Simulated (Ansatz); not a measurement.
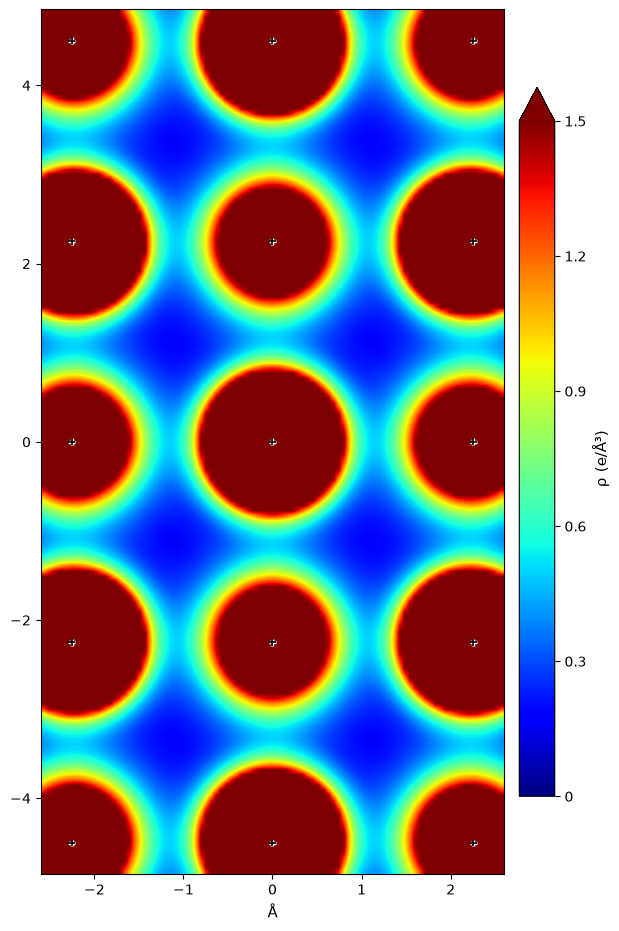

The valence pseudo-density on a plane through atoms (crosses mark nuclei in the plane).

Computed with DFT PBEsol, scalar-relativistic, plane waves, PAW (Ansatz 0.2.0).

Candidates:
A. MgO, a = 3.26 Å, b = 5.64 Å, c = 10.42 Å, α = 90.00°, β = 90.00°, γ = 90.00°. Space group Cmc2₁; a point of a scan over the structure, not its minimum; a structure from a database of computed crystals, not necessarily the ambient phase; not relaxed (largest force 0.5 eV/Å); PAW files of the earlier set (soft_1).
B. HfN, a = 4.50 Å, b = 4.50 Å, c = 4.50 Å, α = 90.00°, β = 90.00°, γ = 90.00°. Space group Fm-3m; computed without spin polarisation; PAW files of the earlier set (soft_1).

### Which system is this?

Candidate B: HfN on the (100) plane of the conventional cell, which holds Hf and N. Hf–N (2.25 Å): ρ at the midpoint is about 0.51 e/Å³. Hf–Hf (3.18 Å): the density is about 0.19 e/Å³ at the midpoint.
